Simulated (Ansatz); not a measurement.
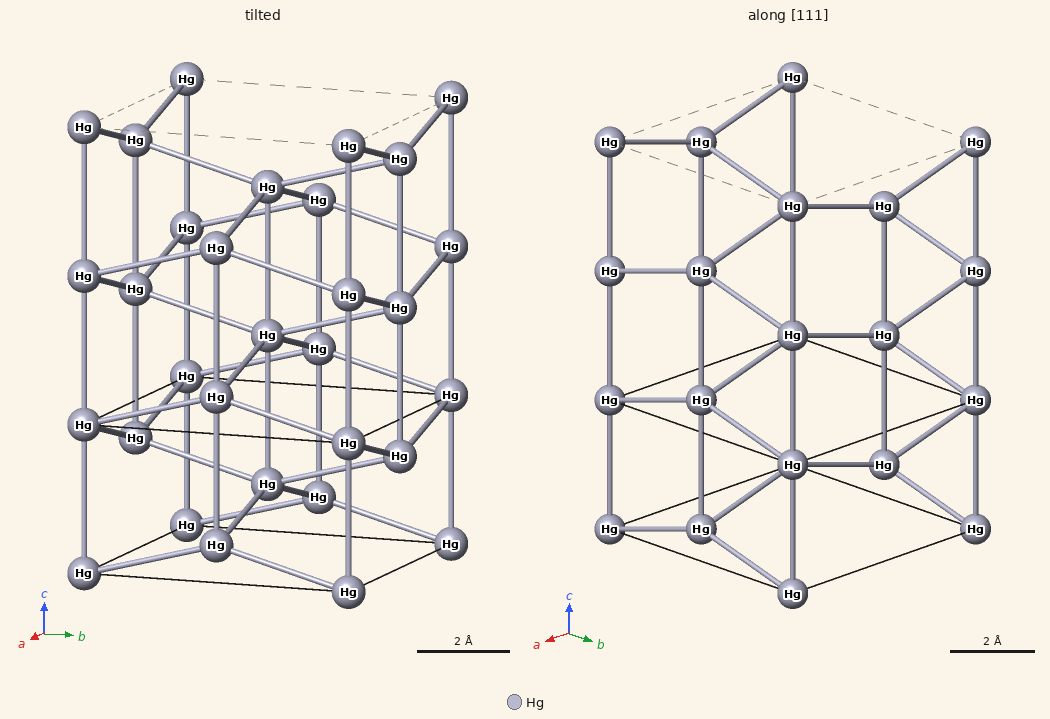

Shown here is a ball-and-stick view of the crystal, taken slightly off an axis and along [111]. A block of 1×1×3 cells is shown, with one conventional unit cell in solid outline.

Explain the picture.

The element is mercury. The atoms follow space group I4_1/amd (No. 141); the Bravais lattice is body-centred tetragonal. Structure type: β-tin type. The cell holds four atoms. Taking every contact within bonding distance, one finds Hg 6.

Its origin is a structure listed in the Materials Project. The cell was then strained or its atoms displaced on purpose. It was relaxed at fixed volume with Ansatz 0.2.0, DFT PBE, scalar-relativistic, plane waves, PAW.
